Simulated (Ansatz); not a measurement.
What is the Fermi surface of AlNi₃ in space group Fm-3m?

Input file:

```yaml
crystal:
  lattice:
    - [0.0, 2.80188876, 2.80188876]
    - [2.80188876, 0.0, 2.80188876]
    - [2.80188876, 2.80188876, 0.0]
  atoms:
    - { symbol: Al, position: [0.5, 0.5, 0.5] }
    - { symbol: Ni, position: [0.25, 0.25, 0.25] }
    - { symbol: Ni, position: [0.0, 0.0, 0.0] }
    - { symbol: Ni, position: [0.75, 0.75, 0.75] }
basis:
  ecutwfc: 420
kpoints:
  mp_grid: { grid: [12, 12, 12] }
hamiltonian:
  xc: pbesol
scf:
  occupations: { method: gaussian, width: 0.05 }
output:
  forces: true
  eigenvalues: true
  eigenstates:
    nscf_kmesh: { grid: [28, 28, 28] }
    top_band: c12
    de_dk: true
    localisation: true
  stress: true
checkpoint:
  write: ck
  compress: false
  write_wavefunctions: false
  write_every: 100000
magnetization:
  noncollinear: true
  spin_orbit: true
```

Launched as:

```sh
ansatz run input.yaml --threads 1 --pin off --max-ram 3072MiB --backend cpu --events-out ev --progress --plain --runs-dir out
```

Theory: Ansatz, DFT PBEsol, spin-orbit coupling, plane waves, PAW; levels and slopes on a dense k mesh at the converged density. Non-magnetic. With an inversion centre and no moment every band is doubly degenerate; a pair is shown and named once. k mesh for the levels: 28×28×28. Cell and positions as given, without relaxation. The cell comes from a database of computed structures, not from a measurement.

Three doubly degenerate bands cross the Fermi level; this is a three-dimensional metal. The density of states at the Fermi level is 2.8 states/eV per primitive cell. The intraband plasma frequency is 4.4 eV in all directions.

Band pair 57/58: one hole pocket centred at Γ (55 % of the zone).
Band pair 59/60: an open electron network that joins neighbouring zones in all directions (3.5 % of the zone); weight Ni (93 %).
Band pair 61/62: three electron pockets centred at X (each 0.40 % of the zone), only 40 meV deep; weight Ni (95 %).
A pocket cut by a face of the zone is counted once with the part on the opposite face.
Weights are shares of the states' density in the atoms' Voronoi cells.
The shape of the surface of band pair 59/60 and band pair 61/62 changes its kind within 0.04 eV of this level, so small parts may appear, vanish, join or separate.

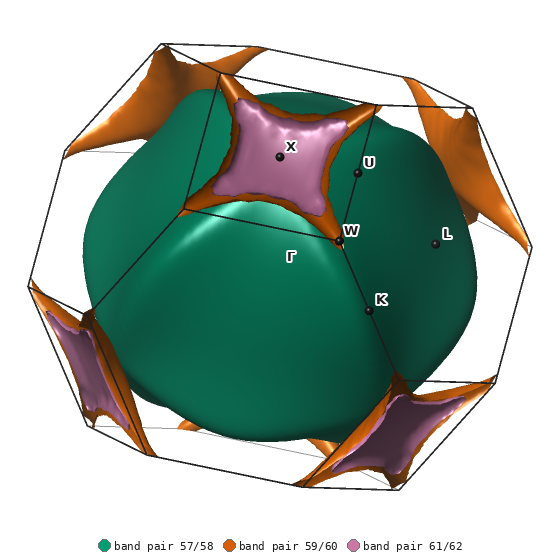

Each colour is one band. The brighter face of a sheet looks towards empty states.

Necks and pockets thinner than about two mesh steps aren't resolved, so separate pockets may in truth be joined.
